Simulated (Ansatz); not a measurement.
The calculation's input:

```
crystal:
  lattice:
    - [6.2219531803, 0.0, 0.0]
    - [0.0, 6.2219531803, 0.0]
    - [0.0, 0.0, 3.5919490134]
  atoms:
    - { symbol: Mg, position: [0.0, 0.5, 0.0] }
    - { symbol: Mg, position: [0.5, 0.0, 0.0] }
    - { symbol: I, position: [0.5, 0.5, 0.0] }
basis:
  ecutwfc: 420
kpoints:
  mp_grid: { grid: [8, 8, 12] }
  band_path:
    path:
      - [[0.0, 0.0, 0.0], [0.0, 0.5, 0.0], [0.5, 0.5, 0.0], [0.0, 0.0, 0.0], [0.0, 0.0, 0.5], [0.0, 0.5, 0.5], [0.5, 0.5, 0.5], [0.0, 0.0, 0.5]]
      - [[0.0, 0.5, 0.0], [0.0, 0.5, 0.5]]
      - [[0.5, 0.5, 0.0], [0.5, 0.5, 0.5]]
    npoints: 14
hamiltonian:
  xc: pbe
scf:
  occupations: { method: gaussian, width: 0.1 }
  n_extra_bands: 7
output:
  forces: true
  stress: true
  eigenvalues: true
  populations: true
  dos: { projected: true, de: 0.02, nscf_kmesh: { grid: [10, 10, 15] } }
  bader: true
  write_density: true
  write_potential: true
  elf: true
  volumetric_format: npy
```

Launched as:

```sh
ansatz run input.yaml --threads 1 --pin off --max-ram 2048MiB --backend cpu --events-out ev --progress --plain --runs-dir out
```

Below, planes, directions and counts refer to the conventional cell (a = 6.22 Å, b = 6.22 Å, c = 3.59 Å, α = 90.00°, β = 90.00°, γ = 90.00°).

Space group P4/mmm; a structure generated by program, which may or may not match a known phase; computed without spin polarisation.

Theory: Ansatz 0.2.0, DFT PBE, scalar-relativistic, plane waves, PAW.

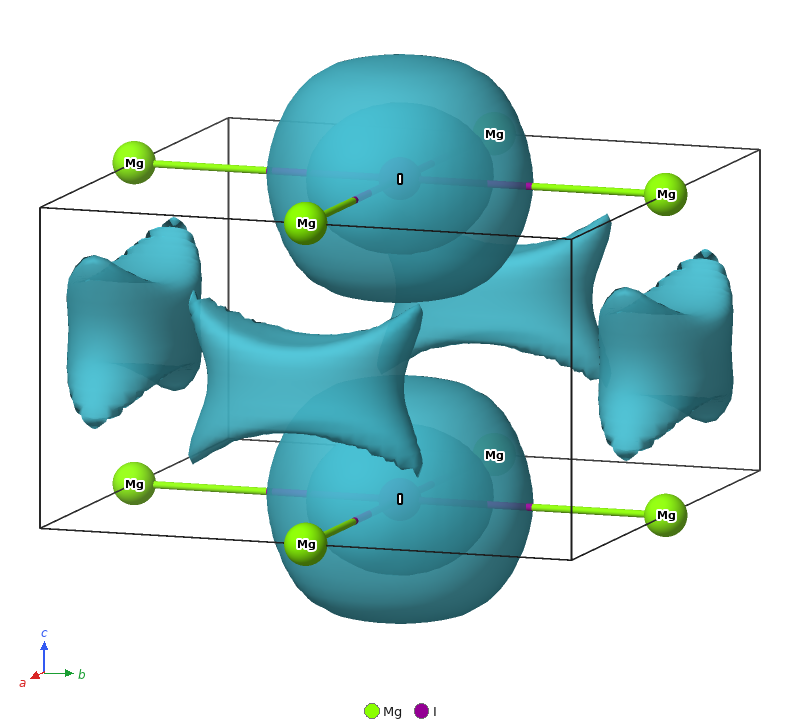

Mg₂I. Isosurface of the electron localisation function at 0.65 (cyan), seen slightly off an axis. Only the valence region is drawn (cores and ρ < 0.01 e/Å³ removed). Sticks mark near contacts.

In a PAW calculation such maps are meaningful between the atoms, not at the nuclei.

Describe the localisation domains.

Answer. The surface consists of one region wrapped around I (its valence shell) and two pockets between the atoms, centred on no nucleus (multi-centre or interstitial), counted in one cell of 3 atoms. Regions shared between cells count once.

Values along the shortest contacts:
Mg–I (3.11 Å): the ELF peaks at about 0.75 in the valence shell of I, 1.3 Å from its nucleus, and is about 0.60 at the midpoint.

Does the calculation give a band gap?

Answer. It is metallic or semimetallic at this level of theory: no gap opens.

How much charge does the calculation move between the atoms?

Answer. Electrons move from Mg towards I. Bader charges: Mg +0.53 and I −1.06 e.
